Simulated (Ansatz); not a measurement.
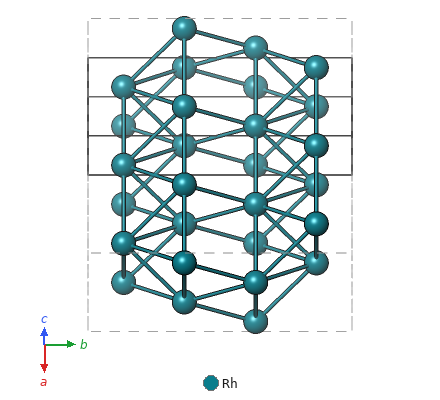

Rh (Cmcm, No. 63): the geometry relaxed with DFT, revPBE, plane waves (420 eV) with PAW, scalar-relativistic (Ansatz 0.2.0); the starting structure was generated, so it need not be a known form of this composition.

Space group Cmcm (No. 63). a = 2.700 Å, b = 8.177 Å, c = 2.725 Å, α = 90.00°, β = 90.00°, γ = 90.00°
```tsv
atom	site	symmetry	x	y	z
Rh	4c	m2m	0.0000	0.6352	0.2500
```

What will a HAADF-like image along [102] show? The image is simulated as a sum over atoms of Z^1.6, blurred by a 0.83 Å probe (no channelling). The probe carries 15 % of its weight in a tail 2.5 times as wide. The display is stretched by a gamma of 0.8; percentages refer to the linear signal. Shot noise and the speckle of an amorphous layer were added.

Answer. The columns repeat on a rectangular net of 1.21 × 4.09 Å (plane group p2mg). All columns are alike (Rh). The shortest distance between visible columns is 1.21 Å in projection. Along the beam the structure repeats every 6.08 Å.

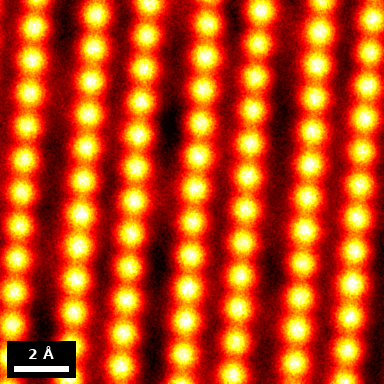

The simulated image.
